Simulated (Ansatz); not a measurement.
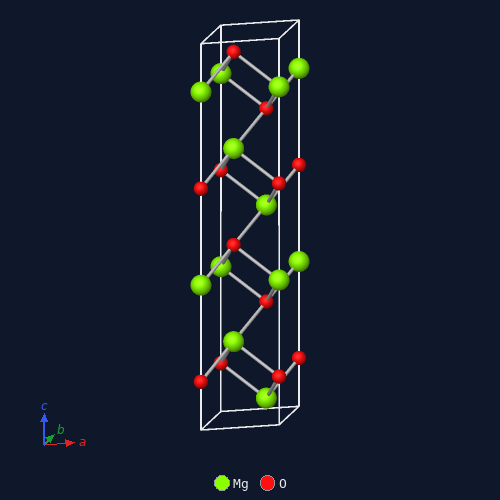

The system is MgO (Fm-3m, No. 225; 12 atoms in the cell); the picture shows the reference structure. Rigid slide and opening across a plane, one cut a cell; the plane is (1 1 1) of the conventional cell, and the faces at the cut hold O and Mg. The first coordinate is: slide along 0 a1 + a2 (2.981 Å); the second: opening across the cut. Nothing is relaxed (rigid halves). The scan uses a 10 × 6 grid; 36 points were computed and 24 follow by symmetry. Points are written as (first, second). Energies: meV/Å², counted from the lowest grid point. The band gap closes in part of the range. These are results of Ansatz, DFT PBEsol, scalar-relativistic, plane waves, PAW, not measurements. Settings: cutoff 520 eV, k-mesh 9×9×2 in the order of the run's cell vectors, gaussian smearing 0.05 eV, no spin polarisation.

Its coordinates:

```yaml
crystal:
  lattice:
    - [2.10760, -2.10760, 0.00000]
    - [2.10760, 0.00000, -2.10760]
    - [8.43038, 8.43038, 8.43038]
  atoms:
    - { symbol: Mg, position: [0.00000, 0.00000, 0.37500] }
    - { symbol: Mg, position: [0.33333, 0.33333, 0.20833] }
    - { symbol: Mg, position: [0.66667, 0.66667, 0.54167] }
    - { symbol: Mg, position: [0.00000, 0.00000, 0.87500] }
    - { symbol: Mg, position: [0.33333, 0.33333, 0.70833] }
    - { symbol: Mg, position: [0.66667, 0.66667, 0.04167] }
    - { symbol: O, position: [0.66667, 0.66667, 0.29167] }
    - { symbol: O, position: [0.00000, 0.00000, 0.12500] }
    - { symbol: O, position: [0.33333, 0.33333, 0.45833] }
    - { symbol: O, position: [0.66667, 0.66667, 0.79167] }
    - { symbol: O, position: [0.00000, 0.00000, 0.62500] }
    - { symbol: O, position: [0.33333, 0.33333, 0.95833] }
```

Range: slide along 0 a1 + a2 (2.981 Å) from 0.0 to 0.9; opening across the cut from −0.25 to 2.80 Å.

### Predict the map.

The lowest grid point is at (0.0, 0.00 Å). No other kind of well shows on this grid. The highest grid point, (0.5, −0.25 Å), lies 1119 meV/Å² above the lowest. On the interpolated surface the easiest way out of the lowest well to its copy in the next cell or period passes a barrier of about 152 meV/Å².

| second ↓, first → | 0/10 | 1/10 | 2/10 | 3/10 | 4/10 | 5/10 | 6/10 | 7/10 | 8/10 | 9/10 |
| --- | --- | --- | --- | --- | --- | --- | --- | --- | --- | --- |
| 2.80 | 702 | 702 | 702 | 702 | 702 | 702 | 702 | 702 | 702 | 702 |
| 1.50 | 551 | 551 | 550 | 550 | 550 | 550 | 550 | 550 | 550 | 551 |
| 0.80 | 272 | 272 | 273 | 275 | 277 | 278 | 277 | 275 | 273 | 272 |
| 0.35 | 70 | 74 | 89 | 115 | 143 | 155 | 143 | 115 | 89 | 74 |
| 0.00 | 0 | 21 | 92 | 217 | 354 | 416 | 354 | 217 | 92 | 21 |
| −0.25 | 48 | 99 | 274 | 594 | 955 | 1119 | 955 | 594 | 274 | 99 |

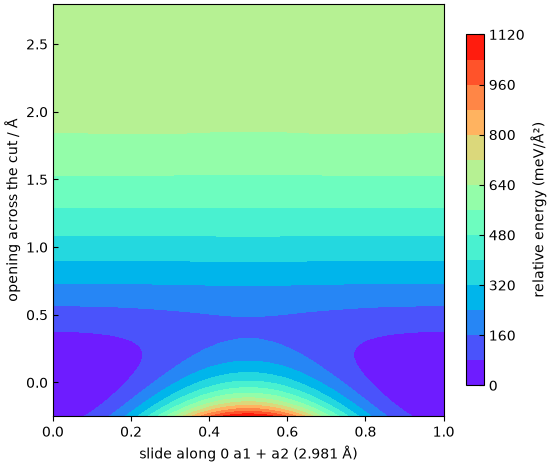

Drawn: filled contours. Between grid points the surface is interpolated.

Each point was launched as `ansatz run input.yaml --threads 2 --pin off --max-ram 4096MiB --backend cpu --events-out ev --progress --plain --runs-dir out`. The whole map (36 points run) took 38 min on 2 threads of Arm Neoverse N1, on a shared host.

PAW datasets: the set soft_1.
